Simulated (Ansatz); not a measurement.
Cell and atoms:

Space group Pmn2_1 (No. 31). a = 3.607 Å, b = 5.674 Å, c = 4.222 Å, α = 90.00°, β = 90.00°, γ = 90.00°
```json
{"atom": "Sn", "site": "2a", "symmetry": "m..", "x": "0.0000", "y": "0.2319", "z": "0.5131"}
{"atom": "O", "site": "2a", "symmetry": "m..", "x": "0.0000", "y": "0.8913", "z": "0.7369"}
```

**Work out the structure from the coordinates.**

The formula is SnO. Space group: Pmn2_1 (No. 31). Lattice: primitive orthorhombic. In the cell are 2 Sn, 2 O, which makes 2 formula units. Sn bonds to three O in a trigonal pyramidal arrangement at 2.15 to 2.26 Å. The O atoms are each bonded to three Sn at 2.15 to 2.26 Å. The bonds build SnO layers parallel to (010).

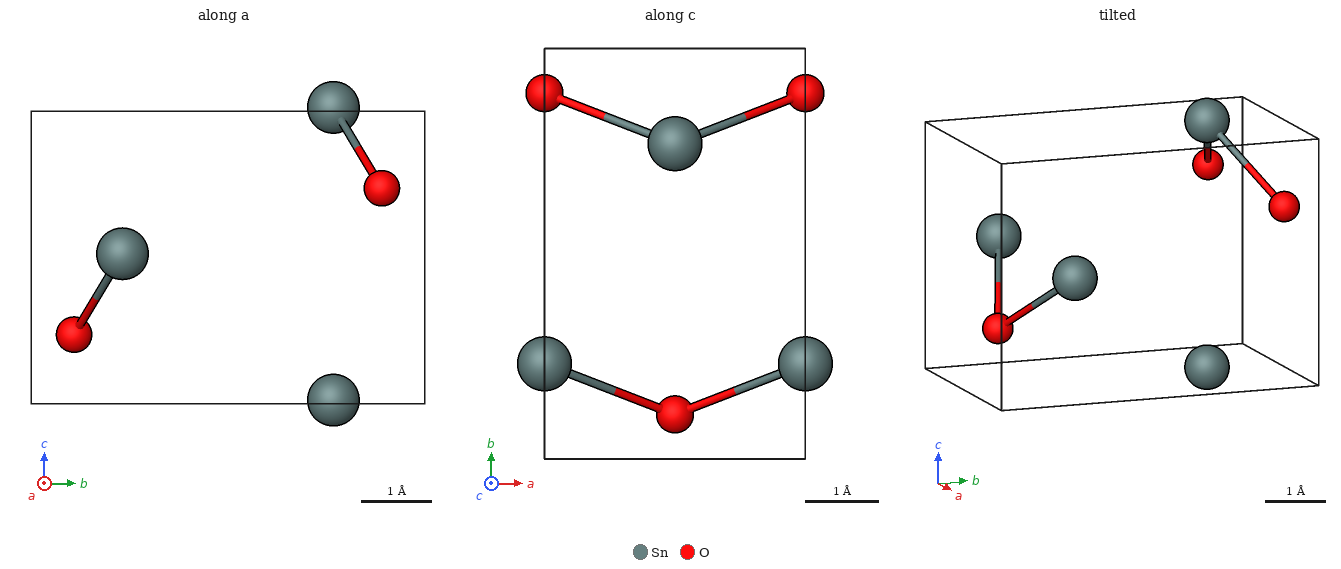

View along the a axis, along the c axis and slightly off an axis, drawn as a ball-and-stick model. The lines enclose the conventional unit cell; boundary atoms appear with their images.

The cell started as a structure listed in the Materials Project. The cell was then strained or its atoms displaced on purpose. A calculation with Ansatz used it as input.

At this level of theory the cell isn't at rest (stretched, at -8 GPa and forces up to 1.3 eV/Å), so its distances can differ from those at equilibrium, the more so the softer the solid.
